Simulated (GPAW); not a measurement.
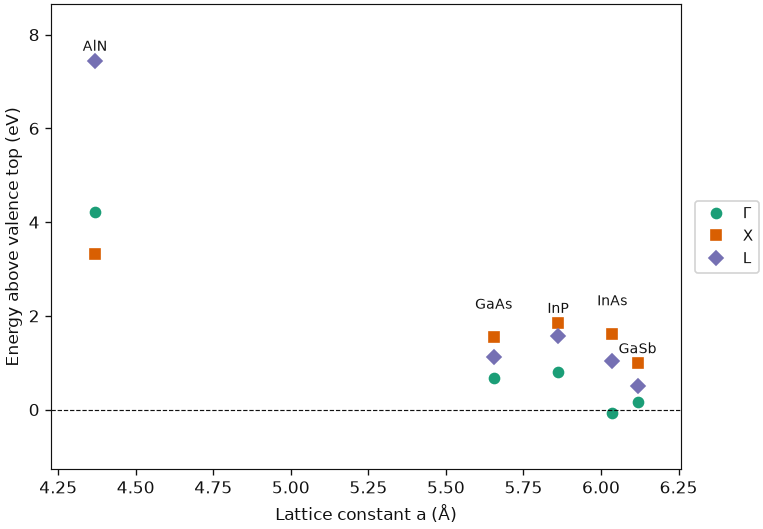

Lowest conduction level at each named k point, counted from the valence-band top at Γ, for five zincblende crystals against the lattice constant, each in its database cell. A negative value at Γ means that the s-like level, then filled, lies under the p-like triplet: the bands are inverted and there is no gap. All by GPAW with revPBE, without spin-orbit coupling, no moments; potentials: the program's PAW data sets (release 1.2.1) made for this functional.

Question: Does the value at Γ follow the lattice constant?

Answer: Closely: it falls by about 2.4 eV per Å (correlation −0.99). More than one element changes from compound to compound, so size isn't the only cause. The lowest value is −0.07 eV (InAs) and the highest 4.21 eV (AlN).

Question: With the valence top at Γ, which of these have their lowest conduction level there too?

Answer: GaAs, InP and GaSb (direct among these points); AlN has it at X. InAs is inverted, with no gap.

| compound | a (Å) | k mesh | Γ (eV) | X (eV) | L (eV) |
| --- | --- | --- | --- | --- | --- |
| AlN | 4.368 | 10×10×10 | 4.21 | 3.33 | 7.44 |
| GaAs | 5.654 | 8×8×8 | 0.68 | 1.55 | 1.11 |
| InP | 5.861 | 8×8×8 | 0.81 | 1.85 | 1.58 |
| InAs | 6.036 | 8×8×8 | −0.07 | 1.62 | 1.05 |
| GaSb | 6.118 | 8×8×8 | 0.16 | 0.99 | 0.50 |

Spin-orbit coupling is left out, which matters for Sb, In and As. LDA, GGA and most meta-GGA functionals understate gaps. The usual form of AlN is wurtzite. GaAs: the potentials hold the d shell of Ga in the core, which widens gaps. Measured InAs has a positive gap at its own volume; this functional understates it. The cells are as the databases list them, so they lie at different pressures for this functional.
